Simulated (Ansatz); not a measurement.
# Al5H: one candidate of a structure search

Aim: relax a trial structure of Al5H and see where it ends.

Method: DFT PBE, scalar-relativistic, plane waves, PAW, in Ansatz 0.2.0.

## Step 1: The starting structure

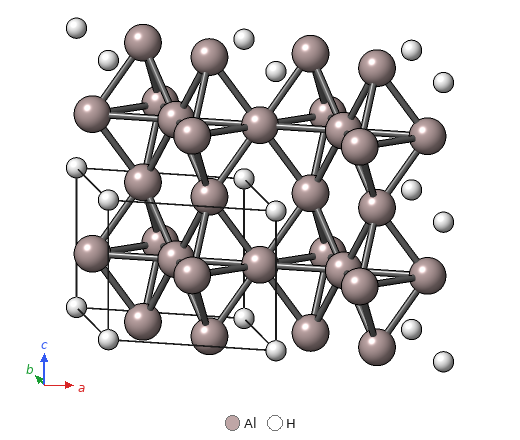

The starting structure, seen slightly off an axis (aluminium light grey, hydrogen white). 2×1×2 cells are drawn. Atoms on the faces are drawn again on the opposite ones.

Coordinates:

```
CELL_PARAMETERS angstrom
5.04416 0.00000 0.00000
-2.52208 4.36837 0.00000
0.00000 0.00000 4.02691
ATOMIC_POSITIONS crystal
Al 0.00000 0.50000 0.50000
Al 0.33333 0.66667 0.00000
Al 0.66667 0.33333 0.00000
Al 0.50000 0.00000 0.50000
Al 0.50000 0.50000 0.50000
H 0.00000 0.00000 0.00000
```

Recipe of the guess: species swapped into a database cell of CeFe5 (P6/mmm, No. 191), with H on the Ce sites and Al on the Fe sites. The dimensions are guesses.

## Step 2: The guess as it stands, on a coarse mesh

File input.yaml:

```yaml
crystal:
  lattice:
    - [5.04416018, 0.0, 0.0]
    - [-2.52208009, 4.36837085, 0.0]
    - [0.0, 0.0, 4.02690992]
  atoms:
    - { symbol: Al, position: [0.0, 0.5, 0.5] }
    - { symbol: Al, position: [0.33333333, 0.66666667, 0.0] }
    - { symbol: Al, position: [0.66666667, 0.33333333, 0.0] }
    - { symbol: Al, position: [0.5, 0.0, 0.5] }
    - { symbol: Al, position: [0.5, 0.5, 0.5] }
    - { symbol: H, position: [0.0, 0.0, 0.0] }
basis:
  ecutwfc: 420
kpoints:
  mp_grid: { grid: [6, 6, 4] }
hamiltonian:
  xc: pbe
scf:
  occupations: { method: gaussian, width: 0.1 }
  lower_state_search: "off"
output:
  forces: true
  stress: true
  eigenvalues: true
```

On the command line:

```bash
$ ansatz run input.yaml --threads 1 --pin off --max-ram 2560MiB --backend cpu --events-out ev --progress --plain --runs-dir out
```

The log of the run (excerpt; [...] marks lines left out):

```text
[...]
SCF converged after 7 iterations
Free energy (F): -2698.606870 eV
[...]
E sigma→0 (E₀):  -2698.602866 eV
Entropy (-TS):   -0.008007 eV (-1.335 meV/atom)
Fermi energy:    6.565822 eV
[...]
--- Forces (eV/Å), atoms counted from 1 ---
  atom   1  Al    -0.00000000     0.00000000     0.00000000
  atom   2  Al     0.00000000     0.00000000    -0.00000000
  atom   3  Al    -0.00000000    -0.00000000     0.00000000
  atom   4  Al    -0.00000000    -0.00000000     0.00000000
  atom   5  Al    -0.00000000     0.00000000     0.00000000
  atom   6  H      0.00000000     0.00000000     0.00000000
[...]
--- Stress (GPa, compression-positive) ---
       15.306644       0.000000      -0.000000
        0.000000      15.306644      -0.000000
       -0.000000      -0.000000      37.467711
  P = ⅓ Tr σ = 22.6937 GPa (226.937 kbar)
--- Band table (eV; the first three rows and the last of 21) ---
  k-point 0: bands = ["-4.5408", "0.7250", "2.7812", "2.7812", "3.4140", "4.4259", "4.7937", "4.7937", "6.1379", "8.0085", "9.9827", "9.9827", "11.9334", "12.2364"]
[...]
```

Run time: 1.9 s. Hardware: 1 thread of Arm Neoverse V1, shared host; peak memory 0.31 GiB.

From the probe: pressure 22.7 GPa, largest force 0.00 eV/Å, gap on this mesh none (metal). A guess like this is first relaxed loosely on the coarse mesh.

## Step 3: Coarse relaxation

Changes to input.yaml since step 2:

```diff
@@ -25 +25,6 @@
   eigenvalues: true
+relax:
+  adjacent_minimum: "off"
+  f_tol: 0.04
+  max_steps: 70
+  cell: { stress_tol: 0.4 }
```

On the command line:

```bash
$ ansatz run input.yaml --threads 1 --pin off --max-ram 2560MiB --backend cpu --events-out ev --progress --plain --runs-dir out
```

The log of the run:

```text
Warning: RAYON_NUM_THREADS=1 ignored (pool sized by the plan → 1); use --threads N
Engine: ansatz 0.2.0, aarch64-unknown-linux-gnu
Pseudopotentials: kind: paw
Pseudopotential: Al, paw, valence charge 3, recommended cutoff 420 eV (normal), Al.paw.azcp
Pseudopotential: H, paw, valence charge 1, recommended cutoff 420 eV (normal), H.paw.azcp
Functional definition: PBE
  parameter kappa = 0.804
  parameter beta = 0.06672455060314922
  exchange = pbe_x(kappa = kappa, mu = beta*pi^2/3)
  correlation = pbe_c(beta = beta)
Crystal: 6 atoms, lattice volume = 88.732 Å³
Basis set: ecut = 420 eV, 1723 PW (Γ), exchange–correlation on 72×72×54 points (8 copies of the dense FFT grid, shifted against one another)
Bands: 14, of which v1, the nominal top of the filled ones, is band 8 counted from 1 (7 counted from 0)
Symmetry: 24 space group operations
Space group: P6/mmm (ITA 191), of the structure as read, at distance tolerance 4.5e-5 Å
k-points: 21 of 144
Non-local potential: Al, projectors of the file, l = 0: 2, l = 1: 2, l = 2: 1
Non-local potential: H, projectors of the file, l = 0: 2, l = 1: 1
PAW form: soft (Blöchl's): semilocal exchange-correlation on the pseudo side does not see the compensation charge
PAW one-centre angular grid: Al, 110 points (default); XC on 64 Gauss nodes
PAW one-centre angular grid: H, 110 points (default); XC on 64 Gauss nodes
Initial density: superposition of atomic densities (neutral atoms: chi_scale 0, normalization atom), corrected by the library's trained network
Initial wavefunctions: pseudopotential atomic-orbital guess
Functional: x = pbe(κ = 0.804, μ = 0.2195149727645171), c = pbe(β = 0.06672455060314922)
SCF iter   1: F=—  HF=-2698.613320 eV  |F-HF|=—  |Δ(HF+E_count)|=         —  Δρ=4.48e-3  dr2=2.95e-2  ethr=1.77e-3  ⟨swp⟩=7.7  Hψ=2114  notcnv=0
preconditioner: auto → none  [metal: Δε(μ)=0.095 eV  Ē_g=7.165 eV  σ=0.100 eV  W_gap=0.45  n_scr=8 (ndim 8)  ℏωp=15.8 eV  f_vac=0.000  D(μ)=1.69/eV (n_scr^D=8)  sad-step TF]
SCF iter   2: F=—  HF=-2698.609772 eV  |F-HF|=—  |Δ(HF+E_count)|=   3.55e-3  Δρ=3.08e-3  dr2=1.40e-2  ethr=1.84e-4  ⟨swp⟩=1.0  Hψ=463  notcnv=0  defer=1
SCF iter   3: F=—  HF=-2698.606927 eV  |F-HF|=—  |Δ(HF+E_count)|=   2.85e-3  Δρ=5.77e-4  dr2=6.39e-4  ethr=8.73e-5  ⟨swp⟩=2.7  Hψ=432  notcnv=0  defer=1
SCF iter   4: F=—  HF=-2698.606828 eV  |F-HF|=—  |Δ(HF+E_count)|=   9.87e-5  Δρ=1.67e-4  dr2=2.57e-5  ethr=3.99e-6  ⟨swp⟩=2.6  Hψ=425  notcnv=0  defer=1
SCF iter   5: F=—  HF=-2698.606870 eV  |F-HF|=—  |Δ(HF+E_count)|=   4.19e-5  Δρ=4.32e-5  dr2=2.36e-6  ethr=1.61e-7  ⟨swp⟩=2.3  Hψ=424  notcnv=0  defer=1
SCF iter   6: F=—  HF=-2698.606870 eV  |F-HF|=—  |Δ(HF+E_count)|=   2.62e-7  Δρ=1.33e-5  dr2=2.33e-7  ethr=1.48e-8  ⟨swp⟩=1.8  Hψ=332  notcnv=0  defer=1
SCF iter   7: F=-2698.606870 eV  HF=-2698.606870 eV  |F-HF|=4.36e-9  |Δ(HF+E_count)|=   4.11e-8  Δρ=1.95e-6  dr2=6.14e-9  ethr=6.25e-10  ⟨swp⟩=8.4  Hψ=1323  notcnv=0
SCF 1 converged in 7 iterations: F = -2698.606870 eV  dr2 = 6.14e-9
relax step   1: F+E_penalty+E_count = -2698.60686956 eV  Δ(F+E_penalty+E_count) = +0.000e0 eV  max|allowed force component| = 2.043e-17 eV/Å  Δτ_max = 0.0000 Å  P = +22.694 GPa  Ω = 88.732 Å³  (7 SCF iters, dr2 threshold 1.00e-7 eV, accepted)
Crystal: 6 atoms, lattice volume = 96.604 Å³
Basis set: ecut = 420 eV, 1881 PW (Γ), exchange–correlation on 72×72×54 points (8 copies of the dense FFT grid, shifted against one another)
Initial density: handed on by an earlier stage of this run
Initial wavefunctions: those handed on with the density
iter 1 solved again at ethr=7.11e-4 eV; its pass at ethr=3.10e-3 eV (dr2=1.14e-1 eV) is discarded
SCF iter   1: F=—  HF=-2699.641709 eV  |F-HF|=—  |Δ(HF+E_count)|=         —  Δρ=6.70e-3  dr2=1.10e-1  ethr=7.11e-4  ⟨swp⟩=1.0  Hψ=2263  notcnv=0
preconditioner: auto → none  [insulator: Δε(μ)=0.194 eV  Ē_g=6.816 eV  σ=0.100 eV  W_gap=0.69  n_scr=8 (ndim 8)  ℏωp=15.1 eV  f_vac=0.000  D(μ)=2.74/eV (n_scr^D=20)  ε∞_Penn≈5.9]
SCF iter   2: F=—  HF=-2699.605418 eV  |F-HF|=—  |Δ(HF+E_count)|=   3.63e-2  Δρ=1.63e-3  dr2=2.60e-3  ethr=6.89e-4  ⟨swp⟩=2.9  Hψ=495  notcnv=0
SCF iter   3: F=—  HF=-2699.603629 eV  |F-HF|=—  |Δ(HF+E_count)|=   1.79e-3  Δρ=5.88e-4  dr2=2.61e-4  ethr=1.62e-5  ⟨swp⟩=2.1  Hψ=492  notcnv=0
SCF iter   4: F=—  HF=-2699.603459 eV  |F-HF|=—  |Δ(HF+E_count)|=   1.70e-4  Δρ=4.74e-5  dr2=4.77e-6  ethr=1.63e-6  ⟨swp⟩=2.6  Hψ=442  notcnv=0
iter 5 did not close the SCF: its close was put off for the readings that it lacked (scf_convergence_deferred on its scf_iter line)
SCF iter   5: F=-2699.603459 eV  HF=-2699.603459 eV  |F-HF|=4.43e-8  |Δ(HF+E_count)|=   7.77e-7  Δρ=1.35e-5  dr2=2.69e-7  ethr=2.98e-8  ⟨swp⟩=2.1  Hψ=430  notcnv=0
SCF iter   6: F=-2699.603459 eV  HF=-2699.603459 eV  |F-HF|=1.41e-8  |Δ(HF+E_count)|=   4.15e-8  Δρ=4.31e-6  dr2=1.30e-8  ethr=1.68e-9  ⟨swp⟩=3.5  Hψ=1199  notcnv=0
the search or the solves at the SCF's close seem to have found levels that the self-consistency loop had missed (the run counts 2). By its estimate they hold under 1e-12 electrons; where the run keeps them, the occupations were computed again with them
SCF 2 converged in 6 iterations: F = -2699.603459 eV  dr2 = 1.30e-8
relax step   2: F+E_penalty+E_count = -2699.60345870 eV  Δ(F+E_penalty+E_count) = -9.966e-1 eV  max|allowed force component| = 2.178e-17 eV/Å  Δτ_max = 0.0000 Å  P = +11.345 GPa  Ω = 96.604 Å³  energy of the carried Pulay correction = -3.280e-3 eV  (6 SCF iters, dr2 threshold 6.00e-7 eV, accepted)
Crystal: 6 atoms, lattice volume = 105.461 Å³
Basis set: ecut = 420 eV, 2073 PW (Γ), exchange–correlation on 72×72×54 points (8 copies of the dense FFT grid, shifted against one another)
iter 1 solved again at ethr=6.99e-4 eV; its pass at ethr=3.10e-3 eV (dr2=1.12e-1 eV) is discarded
SCF iter   1: F=—  HF=-2700.085918 eV  |F-HF|=—  |Δ(HF+E_count)|=         —  Δρ=6.23e-3  dr2=1.08e-1  ethr=6.99e-4  ⟨swp⟩=1.0  Hψ=2283  notcnv=0
preconditioner: auto → Kerker (q_TF=auto, 1.992 Å⁻¹)  [metal: Δε(μ)=0.041 eV  Ē_g=6.470 eV  σ=0.100 eV  W_gap=0.23  n_scr=20 (ndim 8)  ℏωp=14.5 eV  f_vac=0.000  D(μ)=3.23/eV (n_scr^D=20)]
SCF iter   2: F=—  HF=-2700.059567 eV  |F-HF|=—  |Δ(HF+E_count)|=   2.64e-2  Δρ=2.89e-3  dr2=2.23e-2  ethr=6.76e-4  ⟨swp⟩=1.0  Hψ=295  notcnv=0
SCF iter   3: F=—  HF=-2700.052176 eV  |F-HF|=—  |Δ(HF+E_count)|=   7.39e-3  Δρ=1.05e-3  dr2=3.25e-3  ethr=1.39e-4  ⟨swp⟩=1.4  Hψ=366  notcnv=0
SCF iter   4: F=—  HF=-2700.051383 eV  |F-HF|=—  |Δ(HF+E_count)|=   7.93e-4  Δρ=2.78e-4  dr2=1.49e-4  ethr=2.03e-5  ⟨swp⟩=2.5  Hψ=465  notcnv=0
SCF iter   5: F=—  HF=-2700.051329 eV  |F-HF|=—  |Δ(HF+E_count)|=   5.44e-5  Δρ=6.57e-5  dr2=9.41e-6  ethr=9.30e-7  ⟨swp⟩=2.3  Hψ=419  notcnv=0
SCF iter   6: F=-2700.051335 eV  HF=-2700.051334 eV  |F-HF|=2.54e-7  |Δ(HF+E_count)|=   5.51e-6  Δρ=1.44e-5  dr2=3.83e-7  ethr=3.75e-9  ⟨swp⟩=4.9  Hψ=1608  notcnv=0
SCF 3 converged in 6 iterations: F = -2700.051335 eV  dr2 = 3.83e-7
relax step   3: F+E_penalty+E_count = -2700.05133459 eV  Δ(F+E_penalty+E_count) = -4.479e-1 eV  max|allowed force component| = 9.734e-18 eV/Å  Δτ_max = 0.0000 Å  P = +3.024 GPa  Ω = 105.461 Å³  energy of the carried Pulay correction = -6.654e-3 eV  (6 SCF iters, dr2 threshold 6.00e-7 eV, accepted)
[... 11 lines left out ...]
relax step   4: F+E_penalty+E_count = -2700.10173511 eV  Δ(F+E_penalty+E_count) = -5.040e-2 eV  max|allowed force component| = 1.128e-17 eV/Å  Δτ_max = 0.0000 Å  P = +0.706 GPa  Ω = 108.999 Å³  energy of the carried Pulay correction = -7.913e-3 eV  (6 SCF iters, dr2 threshold 6.00e-7 eV, accepted)
[... 9 lines left out ...]
relax step   5: F+E_penalty+E_count = -2700.10972030 eV  Δ(F+E_penalty+E_count) = -7.985e-3 eV  max|allowed force component| = 9.975e-18 eV/Å  Δτ_max = 0.0000 Å  P = +0.141 GPa  Ω = 110.106 Å³  energy of the carried Pulay correction = -8.287e-3 eV  (5 SCF iters, dr2 threshold 6.00e-7 eV, accepted)
[... 11 lines left out ...]
relax step   6: F+E_penalty+E_count = -2700.11111539 eV  Δ(F+E_penalty+E_count) = -1.395e-3 eV  max|allowed force component| = 6.939e-18 eV/Å  Δτ_max = 0.0000 Å  P = -0.716 GPa  Ω = 111.445 Å³  energy of the carried Pulay correction = -8.697e-3 eV  (6 SCF iters, dr2 threshold 6.00e-7 eV, accepted)
[... 10 lines left out ...]
relax step   7: F+E_penalty+E_count = -2700.11647460 eV  Δ(F+E_penalty+E_count) = -5.359e-3 eV  max|allowed force component| = 1.937e-17 eV/Å  Δτ_max = 0.0000 Å  P = -0.054 GPa  Ω = 110.448 Å³  energy of the carried Pulay correction = -8.379e-3 eV  (5 SCF iters, dr2 threshold 6.00e-7 eV, accepted)
[... 10 lines left out ...]
relax step   8: F+E_penalty+E_count = -2700.14328008 eV  Δ(F+E_penalty+E_count) = -2.681e-2 eV  max|allowed force component| = 1.899e-17 eV/Å  Δτ_max = 0.0000 Å  P = +0.183 GPa  Ω = 110.448 Å³  stress off target by 6.96e-1 GPa  SCF on the basis re-selected at this cell (its energy is not comparable with the rows above)  (5 SCF iters)
[... 11 lines left out ...]
relax step   9: F+E_penalty+E_count = -2700.14447367 eV  Δ(F+E_penalty+E_count) = -1.194e-3 eV  max|allowed force component| = 2.361e-17 eV/Å  Δτ_max = 0.0000 Å  P = +0.011 GPa  Ω = 110.651 Å³  energy of the carried Pulay correction = -1.043e-4 eV  (5 SCF iters, dr2 threshold 6.00e-7 eV, accepted)
iter 1 solved again at ethr=4.97e-7 eV; its pass at ethr=3.10e-3 eV (dr2=7.95e-5 eV) is discarded
SCF iter   1: F=—  HF=-2700.144662 eV  |F-HF|=—  |Δ(HF+E_count)|=         —  Δρ=2.40e-5  dr2=1.30e-7  ethr=4.97e-7  ⟨swp⟩=3.2  Hψ=2763  notcnv=0
eigensolver tolerance schedule: the retry pair's looser diagonalisation over-reported the residual by 609.35 of it (diagonalisation noise at 0.11 of the residual, at the tolerance the schedule requests for it); recorded, not acted on — ethr = c·dr2/N_el stays at c = 1.0e-1
preconditioner: auto → Kerker (q_TF=auto, 1.977 Å⁻¹)  [metal: Δε(μ)=0.068 eV  Ē_g=6.288 eV  σ=0.100 eV  W_gap=0.34  n_scr=20 (ndim 8)  ℏωp=14.1 eV  f_vac=0.000  D(μ)=3.26/eV (n_scr^D=20)]
SCF iter   2: F=—  HF=-2700.144601 eV  |F-HF|=—  |Δ(HF+E_count)|=   6.13e-5  Δρ=1.27e-5  dr2=7.12e-8  ethr=8.14e-10  ⟨swp⟩=2.1  Hψ=486  notcnv=0
SCF iter   3: F=—  HF=-2700.144602 eV  |F-HF|=—  |Δ(HF+E_count)|=   1.66e-6  Δρ=2.55e-6  dr2=9.73e-9  ethr=4.45e-10  ⟨swp⟩=2.3  Hψ=411  notcnv=0
SCF iter   4: F=-2700.144602 eV  HF=-2700.144602 eV  |F-HF|=2.18e-8  |Δ(HF+E_count)|=   2.58e-9  Δρ=1.62e-6  dr2=9.97e-10  ethr=2.40e-11  ⟨swp⟩=5.9  Hψ=1370  notcnv=0
SCF 10 converged in 4 iterations: F = -2700.144602 eV  dr2 = 9.97e-10
relax step  10: F+E_penalty+E_count = -2700.14460248 eV  Δ(F+E_penalty+E_count) = -1.288e-4 eV  max|allowed force component| = 2.313e-17 eV/Å  Δτ_max = 0.0000 Å  P = +0.012 GPa  Ω = 110.651 Å³  stress off target by 6.17e-2 GPa  SCF on the basis re-selected at this cell (its energy is not comparable with the rows above)  (4 SCF iters)
basis re-selected at this cell: Δ(F+E_penalty+E_count) = -1.288e-4 eV, ΔP = +0.001 GPa vs the last step (what re-selecting the basis moved, of the pressure what is left beyond the Pulay correction that the steps carried, after the strain that the cell walked since its last selection, with what the two solves' SCF thresholds leave and, on support functions, any second-order correction that the steps lacked; it is no measure of the basis error at this ecutwfc). This SCF's stress stands 6.17e-2 GPa from its target on what of the cell is left free (relax.cell.stress_tol is 4.00e-1 GPa) and its largest allowed force component is 2.31e-17 eV/Å (relax.f_tol is 4.00e-2 eV/Å): within both
SCF converged after 4 iterations
Free energy (F): -2700.144602 eV
Harris-Foulkes:  -2700.144602 eV  (|F-HF|=2.18e-8)
Internal energy: -2700.128306 eV  (E = F + TS)
E sigma→0 (E₀):  -2700.136454 eV
Entropy (-TS):   -0.016297 eV (-2.716 meV/atom)
Fermi energy:    4.769977 eV
--- Per-component energies (eV) ---
  E_band       = 14.514369
  E_kinetic    = 119.260866
  E_local      = -19.982639  (includes V_loc(G=0)·N_el)
  E_nonlocal   = 54.616065
  E_hartree    = 14.757633
  E_xc         = -202.743097
  E_vxc        = -149.826259  (∫ρ·V_xc dr)
  E_paw        = -2337.372560  (= ΣΔE_a)
  E_vpaw       = -19.068141  (= ΣTr[D̂ρ^β])
  E_aug_tail   = -0.000902  (compensation charges beyond the density's cutoff)
  E_ewald      = -328.663671
  E_smearing   = -0.016297  (= −TS)
  E_closure    = 0.000000  (closes the sum)
  Σ components = -2700.144602   (vs F -2700.144602, Δ=0.00e0)
--- Forces (eV/Å), atoms counted from 1 ---
  atom   1  Al     0.00000000     0.00000000     0.00000000
  atom   2  Al     0.00000000    -0.00000000     0.00000000
  atom   3  Al     0.00000000     0.00000000    -0.00000000
  atom   4  Al    -0.00000000    -0.00000000     0.00000000
  atom   5  Al    -0.00000000    -0.00000000     0.00000000
  atom   6  H      0.00000000     0.00000000     0.00000000
  max |Σ_I F_I| component: 4.02e-31 eV/Å
--- Stress (GPa, compression-positive) ---
        0.048552       0.000000      -0.000000
       -0.000000       0.048552      -0.000000
       -0.000000      -0.000000      -0.061743
  P = ⅓ Tr σ = 0.0118 GPa (0.118 kbar)
--- Band table (eV; the first three rows and the last of 21) ---
  k-point 0: bands = ["-5.1118", "-0.1933", "1.3918", "1.6626", "1.6626", "1.9245", "3.5978", "3.5978", "4.1747", "5.9386", "7.5729", "7.5729", "7.8702", "8.6871"]
  k-point 1: bands = ["-4.7104", "-1.1489", "0.1219", "2.0758", "2.0758", "3.9202", "3.9202", "3.9717", "4.0744", "5.3107", "5.3107", "5.6083", "7.7894", "7.7894"]
  k-point 2: bands = ["-3.8905", "-2.7807", "0.6085", "2.8406", "3.2791", "3.2791", "3.3312", "3.3312", "4.3321", "4.4403", "4.4403", "6.4695", "6.4695", "7.6468"]
  k-point 20: bands = ["-2.3056", "-2.3056", "-1.0575", "-1.0575", "1.0257", "1.2136", "5.1973", "5.2823", "5.2823", "7.1795", "7.1795", "8.0224", "10.1867", "10.7274"]
--- Relaxed structure (8 steps of the walk, 8 accepted, 2 SCFs on fresh bases) ---
  F+E_penalty+E_count = -2700.14460248 eV   max|allowed force component| = 2.313e-17 eV/Å   (the final SCF, on the basis selected at the relaxed cell)
  cell:  # Å, volume = 110.6510 Å³
    - [5.256656998049361, 8.421820763110835e-33, 2.1780570939079752e-33]
    - [-2.6283284990246805, 4.552398499291993, -1.3405289168496163e-33]
    - [4.289066408468454e-33, 3.8609353628335174e-50, 4.623868152360364]
  atoms:
    - { symbol: Al, position: [-4.079652153507486e-34, 0.5, 0.5] }
    - { symbol: Al, position: [0.3333333333333333, 0.6666666666666666, -2.3286874905675575e-34] }
    - { symbol: Al, position: [0.6666666666666666, 0.3333333333333333, 1.7223973839934304e-35] }
    - { symbol: Al, position: [0.5, 5.561716369907023e-35, 0.5] }
    - { symbol: Al, position: [0.5, 0.5, 0.5] }
    - { symbol: H, position: [9.90316076697281e-35, 2.651215561846275e-35, 2.1334063409451625e-35] }
```

Wall time 21 s (1 thread of Arm Neoverse V1, shared host); peak memory 0.34 GiB.

Step by step:

| step | E - E(step 1) (eV/cell) | largest force component (eV/Å) | pressure (GPa) | volume (Å³) |
| --- | --- | --- | --- | --- |
| 1 | 0.0000 | 0.0000 | 22.69 | 88.73 |
| 2 | -0.9966 | 0.0000 | 11.35 | 96.60 |
| 3 | -1.4445 | 0.0000 | 3.02 | 105.46 |
| 4 | -1.4949 | 0.0000 | 0.71 | 109.00 |
| 5 | -1.5028 | 0.0000 | 0.14 | 110.11 |
| 6 | -1.5042 | 0.0000 | -0.72 | 111.44 |
| 7 | -1.5096 | 0.0000 | -0.05 | 110.45 |
| 8 | -1.5364 | 0.0000 | 0.18 | 110.45 |
| 9 | -1.5376 | 0.0000 | 0.01 | 110.65 |
| 10 | -1.5377 | 0.0000 | 0.01 | 110.65 |

Step 1 is the start. Steps 8, 10 each repeat the geometry before them on a plane-wave basis chosen anew, so the energy can jump there without any move.

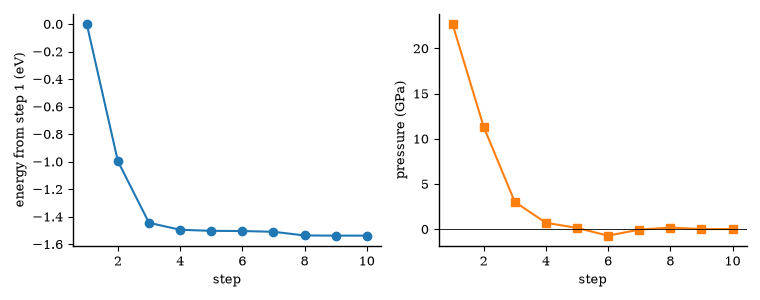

Energy and pressure along the relaxation.

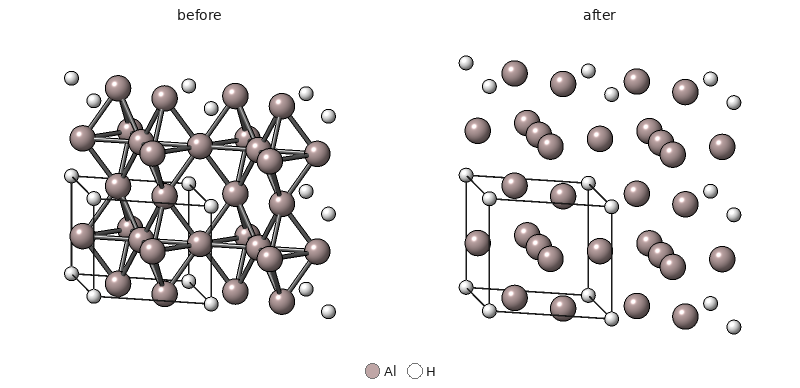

The structure before (left) and after (right) the relaxation, drawn at the same scale.

|  | before | after | change |
| --- | --- | --- | --- |
| a (Å) | 5.044 | 5.257 | +4.2 % |
| b (Å) | 5.044 | 5.257 | +4.2 % |
| c (Å) | 4.027 | 4.624 | +14.8 % |
| volume (Å³/atom) | 14.79 | 18.44 | +24.7 % |
| shortest distance (Å) | 2.485 | 2.628 | +5.8 % |
| space group (0.01 Å) | P6/mmm | P6/mmm | same |

Forces and stress were held to the start's 24 operations: a distortion of lower symmetry was not tested.

[end of part 1 of 2]
